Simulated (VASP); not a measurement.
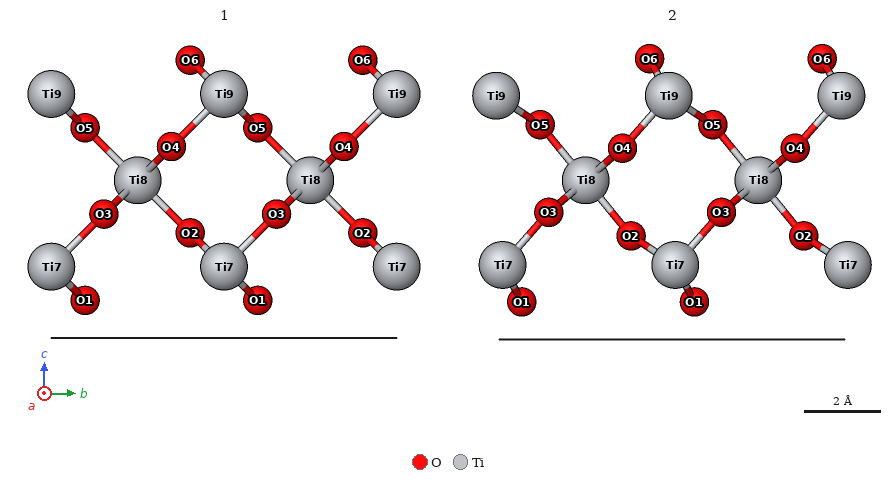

Two geometries of a slab of composition TiO₂, drawn at one scale. One is the start of a relaxation, the other its converged end. The picture is a ball-and-stick view of the 2 × 2 repeat of the cell, outlined in the plane, without the vacuum, seen along the a axis.

These are results of Kohn-Sham DFT of a periodic cell, PBEsol, VASP PAW PBE potentials, recommended in VASP, not measurements. Settings: plane-wave cutoff 520 eV; k-point mesh 9 × 6 × 1; occupations gaussian; smearing width 0.03 eV; no spin polarisation.

### Which of the two is the end point?

Structure 2 is the relaxed one. The run lets the atoms move in a fixed cell. The largest moves, 0.30 Å, are those of O1 and O6. O6 goes at 82° to the normal (+c side). By element the largest moves are O 0.30 Å, Ti 0.10 Å. The cell stays as it was. Near-neighbour distances that change, for instance: O3–Ti7 1.977 → 1.863 Å, O1–Ti7 1.944 → 1.842 Å, O2–Ti7 1.944 → 2.034 Å, O2–Ti8 1.977 → 1.910 Å. Among the angles between lasting bonds that change: Ti9–O6–Ti9 98.3° → 106.0°, Ti9–O5–Ti9 98.3° → 92.6°. Over 33 geometry steps the energy falls by 1.179 eV per cell of the calculation. The largest force component goes from 3.8 to 0.011 eV/Å.
